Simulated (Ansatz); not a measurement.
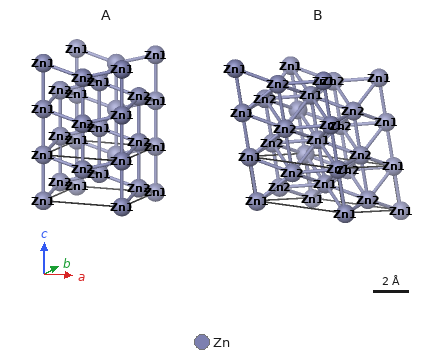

Two geometries of a crystal of Zn (a generated structure, set up in I4_1/amd), drawn at one scale. One is the start of a relaxation, the other its converged end. The picture is a ball-and-stick view of the conventional cell (2 times the calculation's cell), repeated 1 × 1 × 3 with one cell outlined, seen slightly off an axis. Lengths and directions refer to the drawn axes.

All numbers below come from Ansatz, DFT, r2SCAN, plane waves (500 eV) with PAW, scalar-relativistic. Settings: plane-wave cutoff 500 eV; k-point mesh 13 × 13 × 9; occupations fermi dirac; smearing width 0.1 eV; no spin polarisation; cell and atoms relaxed; force threshold 0.01 eV/Å; at most 60 steps.

### Which one is relaxed?

Structure B is the relaxed one. Phase: beta-Sn type. The largest moves relative to the cell, 0.25 Å, are those of Zn1 and Zn2. Zn1 goes along [1 −1 0]. The drawn cell changes as follows: a = b 4.891 → 5.135 Å (+5.0 %), c 2.671 → 2.649 Å (−0.8 %), α 90.0° → 104.9°, β 90.0° → 104.9°, γ 90.0° → 58.9°; the volume changes by −10.6 %. Some distances before and after: Zn1–Zn1 3.707 → 2.851 Å, Zn1–Zn2 3.161 → 2.624 Å, Zn1–Zn2 (another image) 2.535 → 2.774 Å, Zn1–Zn2 (another image) 2.535 → 2.624 Å. Among the angles between lasting bonds that change: Zn2–Zn1–Zn2 94.0° → 146.6°, Zn2–Zn1–Zn2 94.0° → 63.7°, Zn1–Zn1–Zn2 74.7° → 90.0°. The space group (tolerance 0.01 Å) goes from I4_1/amd (No. 141) to Cmcm (No. 63). Over 16 accepted moves (20 points after the start) the energy falls by 0.518 eV per cell of the calculation. The largest force component goes from 0.00015 to 0.0015 eV/Å. The pressure goes from 2.05 to 0.01 GPa. The line search rejected the trial steps at points 3, 13 of the run. The SCF was repeated twice at an unchanged geometry on a basis and grid sized afresh for the cell, which shifted the energy by 22.0 meV per cell of the calculation at most.
